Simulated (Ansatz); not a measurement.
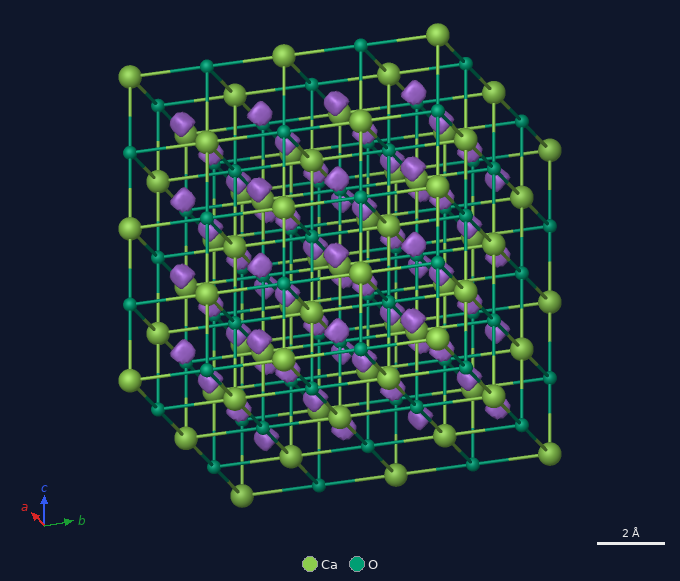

The purple surface encloses the points that the centre of a probe sphere of radius 0.60 Å can occupy in CaO (Fm-3m), computed on a grid of about 0.14 Å (2×2×2 cells shown, view from a free direction; pale faces close the region where the box cuts it).

Hard-sphere model; Shannon crystal radii (six-coordinate where tabulated): Ca 1.14 Å, O 1.26 Å.

Source of the atomic positions: a calculation's input that goes back to an entry of the Crystallography Open Database (an earlier step may have relaxed or displaced it).

```cif
data_structure
_symmetry_space_group_name_H-M 'Fm-3m'
_symmetry_Int_Tables_number 225
_cell_length_a 4.8980
_cell_length_b 4.8980
_cell_length_c 4.8980
_cell_angle_alpha 90.000
_cell_angle_beta 90.000
_cell_angle_gamma 90.000
_cell_volume 117.50
loop_
_atom_site_label
_atom_site_type_symbol
_atom_site_symmetry_multiplicity
_atom_site_Wyckoff_symbol
_atom_site_fract_x
_atom_site_fract_y
_atom_site_fract_z
_atom_site_occupancy
Ca1 Ca 4 a 0.00000 0.00000 0.00000 1
O1 O 4 b 0.50000 0.00000 0.00000 1
```

Question: Do these regions connect?

Answer: They are isolated pockets that do not connect across cells.

Question: What share of the cell can the probe's centre reach?

Answer: About 1.6 % of the volume (1.9 Å³ of 117.5 Å³).

Question: Give the largest included and the largest free sphere.

Answer: The largest sphere that fits anywhere has a diameter of 1.72 Å; the largest that can travel through the crystal, about 1.0 Å.

Question: How does the connectivity change as the probe shrinks?

Answer: Below a radius of about 0.48 Å the space forms a three-dimensional network. These are grid estimates, good to about 0.05 Å.
